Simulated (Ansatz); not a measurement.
**Geometry relaxation of ZnInGaO₄ (part 2 of 2)**

ZnInGaO₄ (R3m, 7 atoms in the cell); DFT PBEsol, scalar-relativistic, plane waves, PAW, no spin polarisation (Ansatz 0.2.0); cutoff 420 eV, 12×12×12 k-mesh, Gaussian smearing of 0.02 eV. The structure derives from a Materials Project entry. It belongs to a series of runs on one base structure; here: volume × 1.10, shape and atoms relaxed.

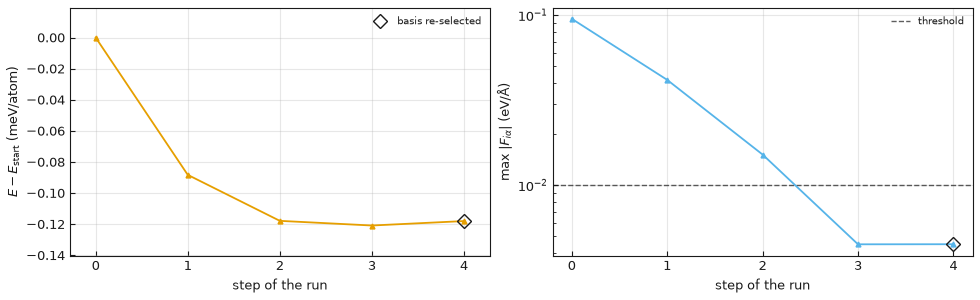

Figure 1. Progress of the relaxation, step by step (the first geometry is step 0 here and step 1 in the log). O7 moves most relative to the cell: 0.009 Å. Largest moves by element: O 0.009 Å, In 0.005 Å, Zn 0.003 Å, Ga 0.002 Å. Distances before and after: Zn1–O4 2.043 → 2.055 Å, Ga3–O7 2.029 → 2.023 Å. The space group stays R3m (No. 160). After 3 geometry steps the energy has fallen by 0.1 meV per atom. Largest force component: 0.095 eV/Å at the start, 0.0045 eV/Å at the end. Pressure: −13.21 GPa at the start and −13.13 GPa at the end. A last SCF at the same geometry on a re-selected plane-wave basis shifts the energy by +0.0 meV per atom. (Atoms are counted from 1 in the order of the input.)

```
basis re-selected at this cell: Δ(F+E_penalty+E_count) = +2.006e-5 eV, ΔP = -0.000 GPa vs the last step (what re-selecting the basis moved, of the pressure what is left beyond the Pulay correction that the steps carried, after the strain that the cell walked since its last selection, with what the two solves' SCF thresholds leave and, on support functions, any second-order correction that the steps lacked; it is no measure of the basis error at this ecutwfc). This SCF's stress stands 3.97e-3 GPa from its target on what of the cell is left free (relax.cell.stress_tol is 1.00e-1 GPa) and its largest allowed force component is 4.50e-3 eV/Å (relax.f_tol is 1.00e-2 eV/Å): within both
SCF converged after 4 iterations
Free energy (F): -14794.212115 eV
Harris-Foulkes:  -14794.212115 eV  (|F-HF|=2.91e-11)
Internal energy: -14794.212115 eV  (E = F + TS)
E sigma→0 (E₀):  -14794.212115 eV
Fermi energy:    7.227866 eV
--- Per-component energies (eV) ---
  E_band       = -60.548584
  E_kinetic    = 1180.897280
  E_local      = -6069.782493  (includes V_loc(G=0)·N_el)
  E_nonlocal   = 1619.539072
  E_hartree    = 2533.995216
  E_xc         = -700.893367
  E_vxc        = -574.655842  (∫ρ·V_xc dr)
  E_paw        = -8452.597828  (= ΣΔE_a)
  E_vpaw       = -1284.546182  (= ΣTr[D̂ρ^β])
  E_aug_tail   = 0.009146  (compensation charges beyond the density's cutoff)
  E_ewald      = -4907.416528
  E_core_change = 2.037387  (= ΣΔE_core)
  E_smearing   = -0.000000  (= −TS)
  E_closure    = -0.000000  (closes the sum)
  Σ components = -14794.212115   (vs F -14794.212115, Δ=0.00e0)
--- Forces (eV/Å), atoms counted from 1 ---
  atom   1  Zn     0.00000000     0.00000000    -0.00447514
  atom   2  In    -0.00000000    -0.00000000    -0.00282060
  atom   3  Ga    -0.00000000    -0.00000000    -0.00437673
  atom   4  O      0.00000000     0.00000000     0.00132868
  atom   5  O     -0.00000000    -0.00000000     0.00450195
  atom   6  O     -0.00000000    -0.00000000     0.00380039
  atom   7  O      0.00000000     0.00000000     0.00204217
  max |Σ_I F_I| component: 7.28e-7 eV/Å
--- Stress (GPa, compression-positive) ---
      -13.134084       0.000000      -0.000000
        0.000000     -13.134084       0.000000
       -0.000000       0.000000     -13.128135
  P = ⅓ Tr σ = -13.1321 GPa (-131.321 kbar)
--- Band table (eV; the first three rows and the last of 189) ---
  k-point 0: bands = ["-11.0984", "-10.2692", "-9.7654", "-9.3545", "-6.4527", "-6.4527", "-6.1231", "-6.1231", "-5.7764", "-5.6718", "-5.6718", "-5.4948", "-5.3977", "-5.3977", "2.0360", "2.0593", "2.0593", "2.2571", "2.8954", "2.8954", "3.4909", "4.6153", "4.6153", "4.6907", "5.7284", "5.7284", "6.2137", "6.2137", "6.4349", "6.8130", "6.8130", "7.6416", "10.7803", "11.3937", "12.4201", "16.6084", "16.6084", "16.8139"]
  k-point 1: bands = ["-11.0602", "-10.2365", "-9.7508", "-9.3835", "-6.4416", "-6.4410", "-6.1282", "-6.1238", "-5.8020", "-5.6538", "-5.6076", "-5.4829", "-5.3994", "-5.3856", "1.9896", "2.0551", "2.0818", "2.2977", "2.8500", "2.8932", "3.3220", "4.4725", "4.5303", "4.7608", "5.5139", "5.6427", "6.0779", "6.2300", "6.3463", "6.6459", "6.7652", "8.2063", "10.8875", "11.5377", "12.6646", "16.2172", "16.7452", "16.7799"]
  k-point 2: bands = ["-10.9538", "-10.1479", "-9.7125", "-9.4558", "-6.4087", "-6.4055", "-6.1421", "-6.1258", "-5.8167", "-5.6084", "-5.5394", "-5.4668", "-5.3993", "-5.2873", "1.8116", "2.0430", "2.1437", "2.3887", "2.6907", "2.8890", "3.0562", "4.1696", "4.3101", "4.6192", "5.2080", "5.4267", "5.8017", "6.1512", "6.2460", "6.5648", "6.6406", "9.1873", "11.1677", "11.8902", "13.2712", "15.5344", "16.3011", "17.2518"]
  k-point 188: bands = ["-11.0814", "-10.3262", "-9.7390", "-9.3332", "-6.4528", "-6.4528", "-6.1231", "-6.1231", "-5.8130", "-5.6719", "-5.6719", "-5.4667", "-5.3977", "-5.3977", "1.8377", "2.0594", "2.0594", "2.5211", "2.8966", "2.8966", "3.4356", "4.6030", "4.6030", "5.1922", "5.3843", "5.7639", "5.7639", "6.1896", "6.1896", "6.8119", "6.8119", "9.0772", "9.4226", "11.6707", "12.6849", "16.5690", "16.6183", "16.6183"]
--- Relaxed structure (4 steps of the walk, 4 accepted, 1 SCFs on fresh bases) ---
  F+E_penalty+E_count = -14794.21211535 eV   max|allowed force component| = 4.502e-3 eV/Å   (the final SCF, on the basis selected at the relaxed cell)
  cell:  # Å, volume = 89.8471 Å³
    - [1.7100493429422814, 0.9872974484752682, 8.869436260417036]
    - [-1.7100493429422814, 0.9872974484752682, 8.869436260417036]
    - [2.2286420903081334e-20, -1.9745948969505365, 8.869436260417036]
  atoms:
    - { symbol: Zn, position: [0.21854320426702287, 0.21854320426702287, 0.21854320426702287] }
    - { symbol: In, position: [0.0033753352312485196, 0.0033753352312485196, 0.0033753352312485196] }
    - { symbol: Ga, position: [0.7869293461389104, 0.7869293461389104, 0.7869293461389104] }
    - { symbol: O, position: [0.29577056081066505, 0.29577056081066505, 0.29577056081066505] }
    - { symbol: O, position: [0.7111820544666738, 0.7111820544666738, 0.7111820544666738] }
    - { symbol: O, position: [0.12124832729599005, 0.12124832729599005, 0.12124832729599005] }
    - { symbol: O, position: [0.8629521716894889, 0.8629521716894889, 0.8629521716894889] }
```

## Trajectory as extended XYZ (Å, eV, eV/Å), 5 frames, from step=1 to step=5
```
7
Lattice="1.7103 0.9874 8.8667 -1.7103 0.9874 8.8667 0.0000 -1.9749 8.8667" Properties=species:S:1:pos:R:3:forces:R:3 step=1 energy=-14794.21129 pressure_GPa=-13.21
Zn    0.0000    0.0000    5.8166    0.0000   0.0000  -0.0387
In    0.0000    0.0000    0.0850    0.0000   0.0000   0.0228
Ga    0.0000    0.0000   20.9341    0.0000   0.0000   0.0164
O     0.0000    0.0000    7.8599    0.0000   0.0000   0.0954
O     0.0000    0.0000   18.9177    0.0000   0.0000  -0.0374
O     0.0000    0.0000    3.2243    0.0000   0.0000   0.0251
O     0.0000    0.0000   22.9632    0.0000   0.0000  -0.0836
7
Lattice="1.7103 0.9874 8.8669 -1.7103 0.9874 8.8669 0.0000 -1.9749 8.8669" Properties=species:S:1:pos:R:3:forces:R:3 step=2 energy=-14794.21191 pressure_GPa=-13.16
Zn    0.0000    0.0000    5.8172    0.0000   0.0000  -0.0387
In    0.0000    0.0000    0.0880    0.0000   0.0000  -0.0073
Ga    0.0000    0.0000   20.9319    0.0000   0.0000   0.0321
O     0.0000    0.0000    7.8651    0.0000   0.0000   0.0417
O     0.0000    0.0000   18.9155    0.0000   0.0000   0.0146
O     0.0000    0.0000    3.2258    0.0000   0.0000  -0.0087
O     0.0000    0.0000   22.9589    0.0000   0.0000  -0.0338
7
Lattice="1.7099 0.9872 8.8706 -1.7099 0.9872 8.8706 0.0000 -1.9745 8.8706" Properties=species:S:1:pos:R:3:forces:R:3 step=3 energy=-14794.21211 pressure_GPa=-13.14
Zn    0.0000    0.0000    5.8172    0.0000   0.0000  -0.0152
In    0.0000    0.0000    0.0898    0.0000   0.0000  -0.0066
Ga    0.0000    0.0000   20.9411    0.0000   0.0000   0.0078
O     0.0000    0.0000    7.8705    0.0000   0.0000   0.0113
O     0.0000    0.0000   18.9254    0.0000   0.0000   0.0055
O     0.0000    0.0000    3.2265    0.0000   0.0000  -0.0009
O     0.0000    0.0000   22.9650    0.0000   0.0000  -0.0019
7
Lattice="1.7100 0.9873 8.8694 -1.7100 0.9873 8.8694 0.0000 -1.9746 8.8694" Properties=species:S:1:pos:R:3:forces:R:3 step=4 energy=-14794.21213 pressure_GPa=-13.13
Zn    0.0000    0.0000    5.8151    0.0000   0.0000  -0.0045
In    0.0000    0.0000    0.0898    0.0000   0.0000  -0.0028
Ga    0.0000    0.0000   20.9389    0.0000   0.0000  -0.0044
O     0.0000    0.0000    7.8700    0.0000   0.0000   0.0014
O     0.0000    0.0000   18.9234    0.0000   0.0000   0.0045
O     0.0000    0.0000    3.2262    0.0000   0.0000   0.0038
O     0.0000    0.0000   22.9617    0.0000   0.0000   0.0020
7
Lattice="1.7100 0.9873 8.8694 -1.7100 0.9873 8.8694 0.0000 -1.9746 8.8694" Properties=species:S:1:pos:R:3:forces:R:3 step=5 energy=-14794.21212 pressure_GPa=-13.13
Zn    0.0000    0.0000    5.8151    0.0000   0.0000  -0.0045
In    0.0000    0.0000    0.0898    0.0000   0.0000  -0.0028
Ga    0.0000    0.0000   20.9389    0.0000   0.0000  -0.0044
O     0.0000    0.0000    7.8700    0.0000   0.0000   0.0013
O     0.0000    0.0000   18.9234    0.0000   0.0000   0.0045
O     0.0000    0.0000    3.2262    0.0000   0.0000   0.0038
O     0.0000    0.0000   22.9617    0.0000   0.0000   0.0020
```

This output came from the following input.

## Input
```yaml
crystal:
  lattice:
    - [1.7103100698, 0.9874479792, 8.8667322782]
    - [-1.7103100698, 0.9874479792, 8.8667322782]
    - [0.0, -1.9748959584, 8.8667322782]
  atoms:
    - { symbol: Zn, position: [0.2186670488, 0.2186670488, 0.2186670488] }
    - { symbol: In, position: [0.0031941019, 0.0031941019, 0.0031941019] }
    - { symbol: Ga, position: [0.7869898063, 0.7869898063, 0.7869898063] }
    - { symbol: O, position: [0.2954811385, 0.2954811385, 0.2954811385] }
    - { symbol: O, position: [0.7111851807, 0.7111851807, 0.7111851807] }
    - { symbol: O, position: [0.1212120776, 0.1212120776, 0.1212120776] }
    - { symbol: O, position: [0.8632716461, 0.8632716461, 0.8632716461] }
basis:
  ecutwfc: 420
kpoints:
  mp_grid: { grid: [12, 12, 12] }
hamiltonian:
  xc: pbesol
scf:
  occupations: { method: gaussian, width: 0.02 }
output:
  forces: true
  stress: true
  eigenvalues: true
relax:
  adjacent_minimum: "off"
  f_tol: 0.01
  max_steps: 30
  cell: { stress_tol: 0.1, fix: [volume] }
```

Launched with:
```bash
ansatz run input.yaml --threads 2 --pin off --max-ram 5120MiB --backend cpu --events-out ev --progress --plain --runs-dir out
```

## Key numbers

```csv
quantity,value
outcome,converged
space group (tolerance 0.01 Å),R3m (160)
electrons treated,62
free energy,−14794.2121 eV
Fermi energy,7.228 eV
gap on the k-point mesh,0.83 eV
pressure,−13.13 GPa
final volume,89.85 Å³
largest force (length of the vector) at the end,0.005 eV/Å
final cell,"a = 9.087 Å, b = 9.087 Å, c = 9.087 Å, α = 21.69°, β = 21.69°, γ = 21.69°"
hardware,"2 threads of Arm Neoverse V1, 24 GiB of memory available, shared host"
wall time,2.8 min (CPU time 5.5 min)
peak memory,0.76 GiB
```

## Notes

The cell is under a tension of 13.1 GPa at this level, so it is not at its equilibrium volume.
